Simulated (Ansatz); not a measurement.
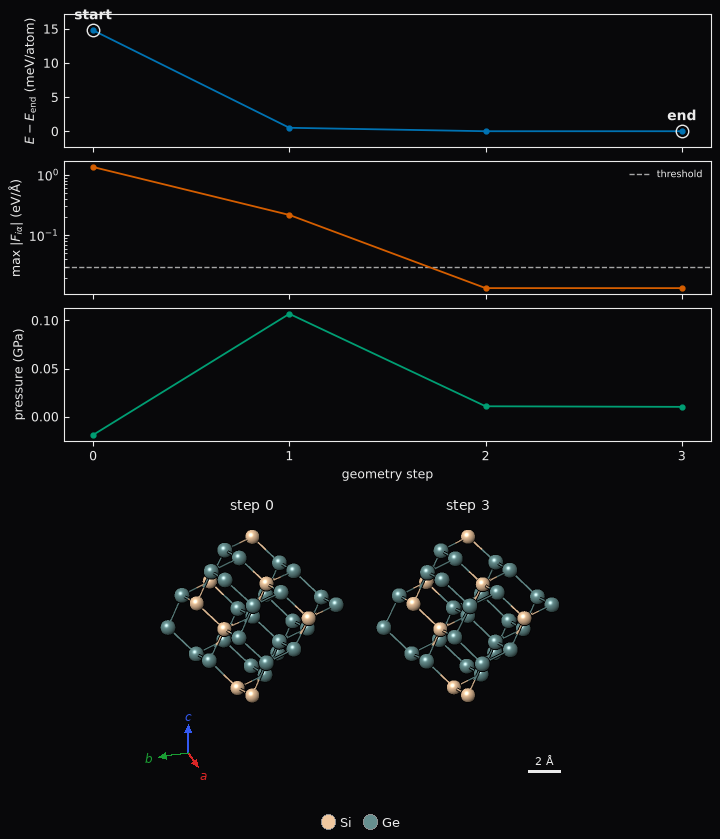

First and last geometry of a relaxation of a crystal of Si12Ge52 (a generated structure, set up in P1), with the history of the run. A ball-and-stick model of the atoms within 5.8 Å of the atom that moves most (axes of the cell of the calculation), seen from a free direction.

These are results of DFT, PBEsol, PAW, plane waves (Ansatz), not measurements. Settings: plane-wave cutoff 420 eV; k-point mesh 1 × 1 × 1; mesh shifted by (0.5, 0.5, 0.5); no spin polarisation; cell relaxed at fixed shape; force threshold 0.03 eV/Å; at most 80 steps.

Read the history and describe the run.

Answer. It converged. The largest move relative to the cell is that of a Ge atom, 0.11 Å along [−3 1 1]. By element the largest moves are Ge 0.11 Å, Si 0.07 Å. The volume changes by −0.3 %, with a = b = c 11.259 → 11.249 Å (−0.1 %). Near-neighbour distances that change, for instance: Ge–Ge 2.345 → 2.458 Å, Ge–Ge 2.337 → 2.446 Å, Ge–Si 2.517 → 2.411 Å, Ge–Si 2.497 → 2.398 Å. Among the angles between lasting bonds that change: Ge–Si–Ge 107.0° → 111.4°, Si–Ge–Si 107.4° → 111.2°, Si–Si–Ge 112.1° → 109.2°. The space group stays P1 (No. 1). The energy falls by 14.8 meV per atom in 3 geometry steps. Largest force component: 1.3 eV/Å at the start, 0.013 eV/Å at the end. The pressure goes from −0.02 to 0.01 GPa. Cost: 7.3 s on 1 × NVIDIA GB300 with 8 threads of Arm Neoverse-V2, peak memory 2.1 GiB.

```
step  E − E(0), meV/atom  largest force component, eV/Å  pressure, GPa  volume, Å³/atom
   0                0.00                         1.3400          -0.02           22.300
   1              -14.27                         0.2166           0.11           22.213
   2              -14.78                         0.0134           0.01           22.242
   3              -14.78                         0.0134           0.01           22.242
```
